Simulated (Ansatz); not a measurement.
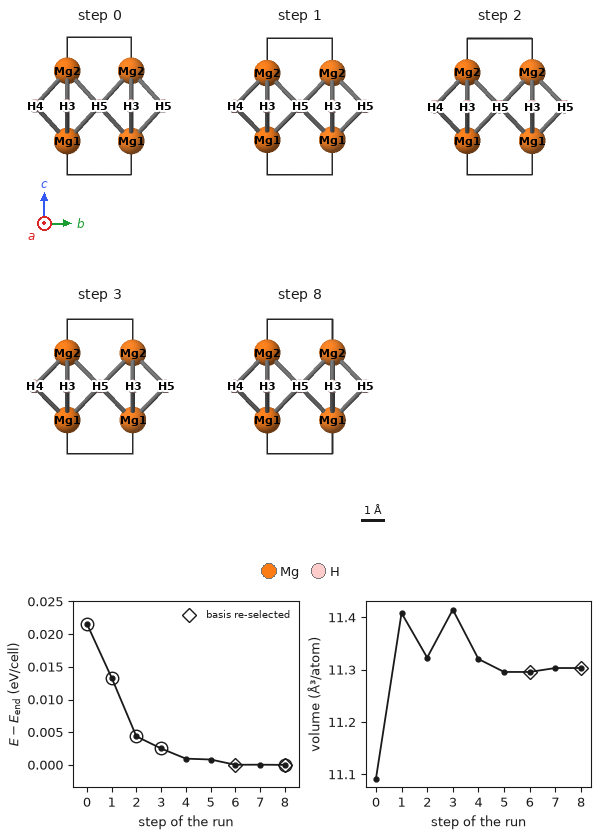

Frames of a relaxation of crystalline Mg₂H₃ (a generated structure, set up in P6/mmm), marked on the history of the run. The picture is a ball-and-stick view of the cell of the calculation, seen along the a axis.

Level of theory: DFT PBE, scalar-relativistic, plane waves, PAW in Ansatz 0.2.0. Set-up: plane-wave cutoff 420 eV; k-point mesh 15 × 15 × 6; occupations gaussian; smearing width 0.1 eV; no spin polarisation; cell and atoms relaxed; force threshold 0.01 eV/Å; at most 80 steps.

### What happens along the run?

The largest moves relative to the cell, 0.028 Å, are those of Mg1 and Mg2. Mg2 goes along −c. H stays in place. Cell: a = b 3.253 → 3.320 Å (+2.1 %), c 6.051 → 5.921 Å (−2.2 %). Volume +1.9 %. Some distances before and after: Mg1–H3 2.244 → 2.227 Å. The space group stays P6/mmm (No. 191). The energy falls by 21.6 meV per cell of the calculation in 6 accepted moves (8 points after the start). The largest force component goes from 0.18 to 0.001 eV/Å. The pressure goes from 0.19 to 0.00 GPa. At 2 points the geometry stayed and the basis and grid were re-selected for the new cell (energy shift of 0.8 meV per cell of the calculation at most each time). Cost: 44 s on 1 thread of Arm Neoverse V1, on a shared host, peak memory 0.37 GiB. From step 0 to 1: Mg atoms move most (0.07 Å), volume +2.9 %, energy −8.3 meV per cell of the calculation. From step 1 to 2: Mg atoms move most (0.04 Å), volume −0.7 %, energy −9.0 meV per cell of the calculation. From step 2 to 3: volume +0.8 %, energy −1.9 meV per cell of the calculation. From step 3 to 8: volume −1.0 %, energy −2.5 meV per cell of the calculation.

```tsv
step	E − E(0), meV/atom	largest force component, eV/Å	pressure, GPa	volume, Å³/atom	note
0	0.00	0.1770	0.19	11.091	
1	-1.65	0.2760	0.12	11.408	
2	-3.45	0.0728	-0.16	11.323	
3	-3.82	0.0444	-0.29	11.415	
4	-4.13	0.0157	-0.05	11.321	
5	-4.15	0.0057	0.01	11.296	
6	-4.31	0.0057	0.01	11.296	same geometry, new basis
7	-4.31	0.0010	0.00	11.303	
8	-4.32	0.0010	0.00	11.303	same geometry, new basis
```
